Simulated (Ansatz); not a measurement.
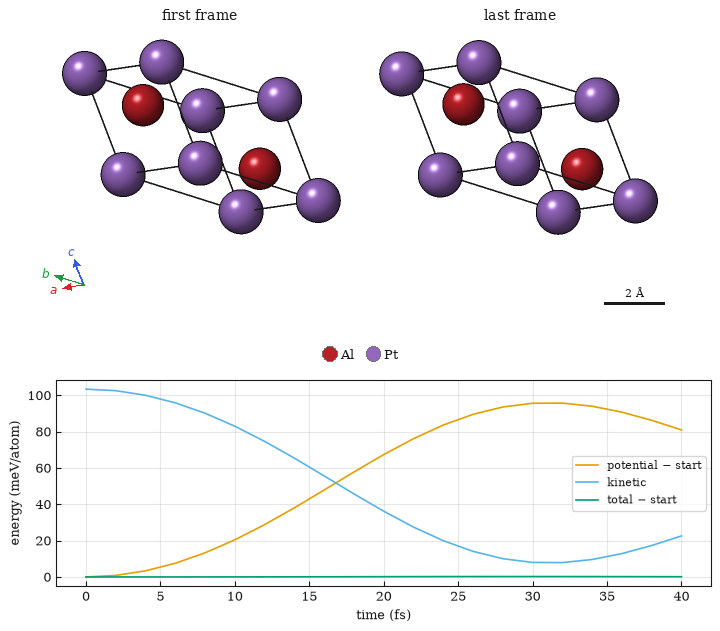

Molecular dynamics of a 3-atom cell of Al₂Pt (set up in Fm-3m), 40 fs long. Style: spheres-only. Shown: the reduced simulation cell, from a free direction. Lengths and directions refer to the drawn axes.

All numbers below come from DFT, r2SCAN, PAW with Ansatz's default frozen-core files, scalar-relativistic in Ansatz. Run with plane-wave cutoff 500 eV; k-point mesh 6 × 6 × 6; Fermi-Dirac smearing 0.08 eV; constant energy (NVE); velocities drawn for 1200 K; time step 2 fs.

Question: Is this trajectory numerically sound?

Answer: The total energy stays between −0.0023 and 0.22 meV per atom of its start. A straight-line fit has a slope that amounts to +0.23 meV per atom over 40 fs (0.5 % of the mean kinetic energy), and the ripple about it is 0.1 % of the kinetic energy's fluctuation. With a drift under 2 % and a ripple under 7 %, the integration is accurate. With so few atoms the kinetic temperature swings widely, between 90 and 1200 K; its mean in the second half is 200 K. The first frame carries almost no forces, so kinetic energy first flows into potential energy: the temperature drops from 1200 to 92 K within 32 fs, and without a thermostat its mean stays below the start. The potential energy in the second half lies on average 86.7 meV per atom above the first frame. The mean pressure there is 2.7 GPa.
